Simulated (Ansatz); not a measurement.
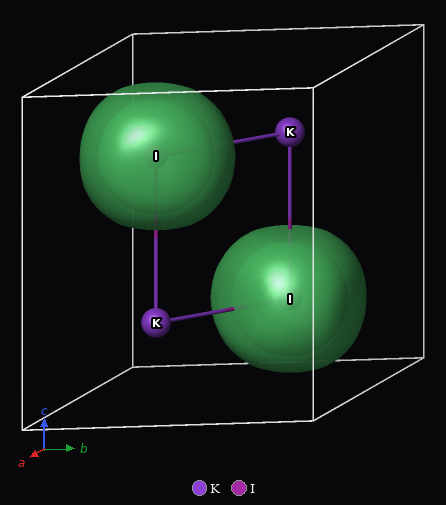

KI. Isosurface of the ELF at 0.75 (green), seen slightly off an axis. Only the valence region is drawn (cores and ρ < 0.01 e/Å³ removed). Sticks mark near contacts.

Space group P6₃/mmc; started from the wurtzite prototype, which need not be the ambient phase; changed on purpose from its base cell (hydrostatic strain -2.0%).

Method: DFT, r2SCAN, plane waves, PAW (Ansatz).

Core electrons are frozen (PAW), and the valence fields are smoothed inside the atomic spheres.

Identify the bonds, lone pairs and shells in this picture.

The ELF exceeds this value in two regions wrapped around I (the valence shell of each), counted in one cell of 4 atoms. Regions shared between cells count once. Profiles from the grid: K–I (3.42 Å): the ELF peaks at about 0.80 in the valence shell of I, 1.3 Å from its nucleus, and drops to about 0.05 between the two atoms: a largely ionic contact.

Metal or insulator at this level of theory?

It is gapped, with a Kohn–Sham gap of 4.4 eV on the k-point mesh, an upper bound to the gap of this method.
